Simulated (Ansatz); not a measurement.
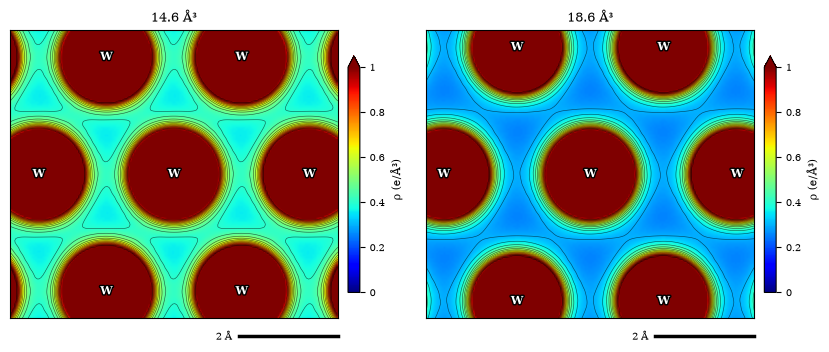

W. The valence pseudo-density of cells scaled evenly to different volumes (given per atom above each panel), on the (001) plane of each (indices in the axes of the cell below), at one length scale and on one colour scale.

A generated structure, not necessarily the stable one.

Theory: DFT, revPBE, plane waves (420 eV) with PAW, scalar-relativistic in Ansatz 0.2.0.

In a PAW calculation such maps are meaningful between the atoms, not at the nuclei.

The largest cell:

```cif
data_structure
_symmetry_space_group_name_H-M 'P 1'
_symmetry_Int_Tables_number 1
_cell_length_a 2.9743
_cell_length_b 2.9743
_cell_length_c 2.9743
_cell_angle_alpha 60.000
_cell_angle_beta 60.000
_cell_angle_gamma 60.000
_cell_volume 18.61
loop_
_atom_site_label
_atom_site_type_symbol
_atom_site_fract_x
_atom_site_fract_y
_atom_site_fract_z
_atom_site_occupancy
W1 W 0.00000 0.00000 0.00000 1
```

| volume (Å³/atom) | W–W contact in the plane (Å) | ρ at its midpoint (e/Å³) | pressure (GPa) | 
| --- | --- | --- | --- |
| 14.62 | 2.745 | 0.411 | 45.1 | 
| 15.95 | 2.825 | ? | ? | 
| 18.61 | 2.974 | 0.297 | −24.9 | 

**What values belong in the row with question marks?**

Over the known rows ln ρ falls by 1.42 per Å of W–W distance (the line through the two), which gives 0.367 e/Å³ at 2.825 Å; the calculation gives 0.367 e/Å³. For the pressure, a straight line in volume between the neighbouring rows gives 21.8 GPa; the calculation gives 11.9, lower because pressure rises ever faster on compression.
